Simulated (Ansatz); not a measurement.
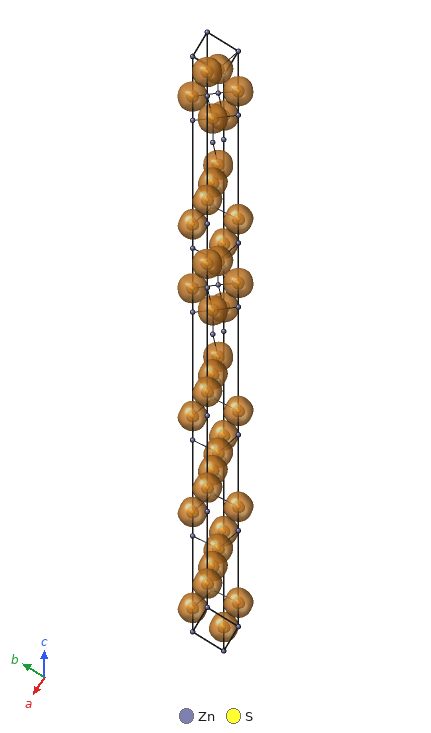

The picture shows: ZnS. Isosurface of the ELF at 0.65 (orange), seen at an oblique angle. Core shells and regions of very low density are left out. Sticks mark near contacts.

Space group P3m1; a structure from a database of computed crystals, not necessarily the ambient phase; computed pressure about 2 GPa in this cell.

Theory: Ansatz 0.2.0, DFT, PBE, plane-wave PAW, default files, scalar-relativistic, frozen cores not responding.

In a PAW calculation such maps are meaningful between the atoms, not at the nuclei.

Identify the bonds, lone pairs and shells in this picture.

Answer. The surface consists of 18 regions wrapped around S (the valence shell of each), counted in one cell of 36 atoms. Regions shared between cells count once. Profiles from the grid: Zn–S (2.33 Å): the ELF peaks at about 0.90 in the valence shell of S, 0.9 Å from its nucleus, and is about 0.55 at the midpoint.

Metal or insulator at this level of theory?

Answer. It is gapped, with a Kohn–Sham gap of 2.2 eV on the k-point mesh (the band edges may lie off the mesh, which would make the gap smaller).
